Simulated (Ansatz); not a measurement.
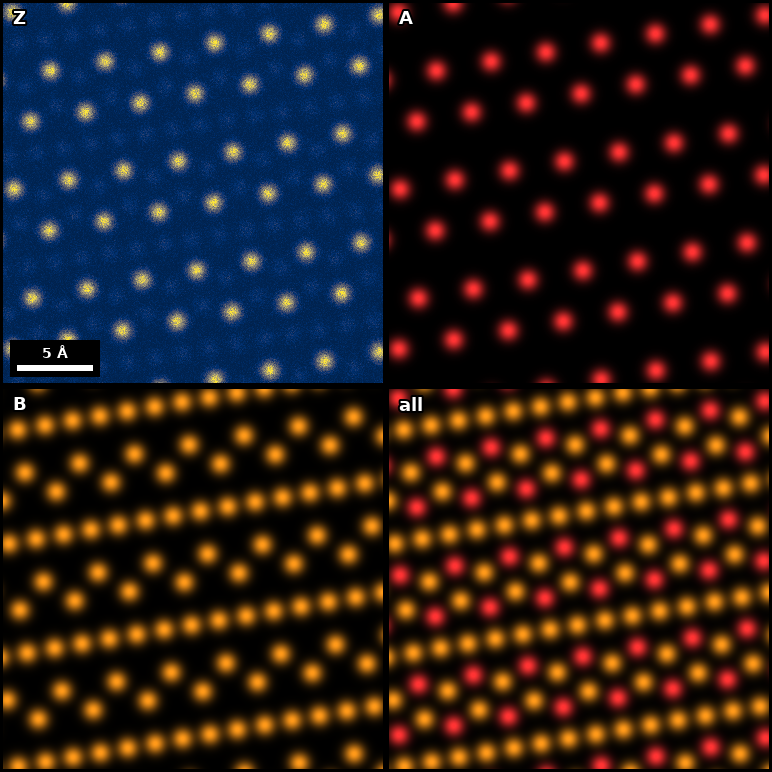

HfSi2 (Cmcm, No. 63) along [100]. Panel Z: Simulation: incoherent imaging, intensity Z^1.6 per atom, probe width 0.86 Å, thin sample. Shot noise was added. The other panels are simulated element maps (the number of atoms of one element along the beam, blurred by 1.1 Å; each on its own scale, no channelling); the last overlays them. Structure used: a calculation's input that goes back to an entry of the Crystallography Open Database (an earlier step may have relaxed or displaced it).

```cif
data_structure
_symmetry_space_group_name_H-M 'Cmcm'
_symmetry_Int_Tables_number 63
_cell_length_a 3.6825
_cell_length_b 14.5920
_cell_length_c 3.6598
_cell_angle_alpha 90.000
_cell_angle_beta 90.000
_cell_angle_gamma 90.000
_cell_volume 196.66
loop_
_atom_site_label
_atom_site_type_symbol
_atom_site_symmetry_multiplicity
_atom_site_Wyckoff_symbol
_atom_site_fract_x
_atom_site_fract_y
_atom_site_fract_z
_atom_site_occupancy
Hf1 Hf 4 c 0.00000 0.10546 0.75000 1
Si1 Si 4 c 0.00000 0.44572 0.75000 1
Si2 Si 4 c 0.50000 0.24972 0.75000 1
```

Question: Which element does each lettered map show?

Answer: A: Hf, B: Si. The projected cell (3.66 × 7.30 Å, 90°) holds 6 columns: 4 of Si and 2 of Hf. No column is shared by two of the mapped elements.
